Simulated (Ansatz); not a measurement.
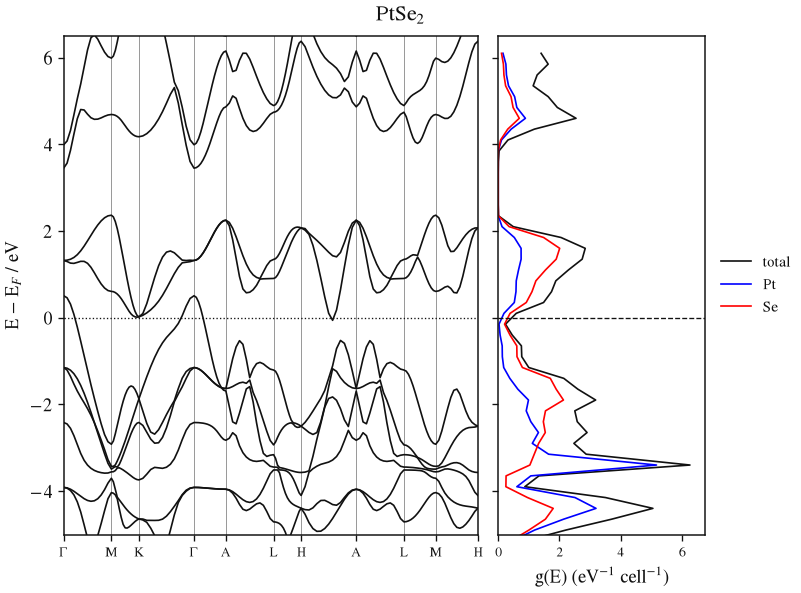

Write a caption that states what the plot shows.

Band structure and density of states of PtSe2, space group P-3m1 (No. 164), 3 atoms in the cell. Level of theory: DFT with PBE, PAW plane waves, no spin polarisation, 10×10×7 k mesh, 420 eV cutoff; code Ansatz. Energies are counted from the Fermi level. The path runs straight from each named point to the next. The partial curves are projected on Löwdin-orthogonalised atomic shells.

A metal: bands cross the Fermi level along this path. The last band that the electron count would fill rises to 0.51 eV above the Fermi level at Γ, leaving holes there, and the next band dips to 0.06 eV below it between H and A, holding electrons: an overlap of 0.57 eV. At M the nearest levels lie 2.92 eV below and 0.61 eV above the Fermi level. The density of states at the Fermi level isn't well fixed here: it changes fast, and within 0.3 eV it runs from 0.24 to 1.3 per eV and cell.

The structure was built from a prototype or by substitution, so it need not be a known phase. The atoms aren't at rest in this cell (largest force 0.5 eV/Å), so the relaxed material can differ. Spin-orbit coupling is left out, which matters for Pt.
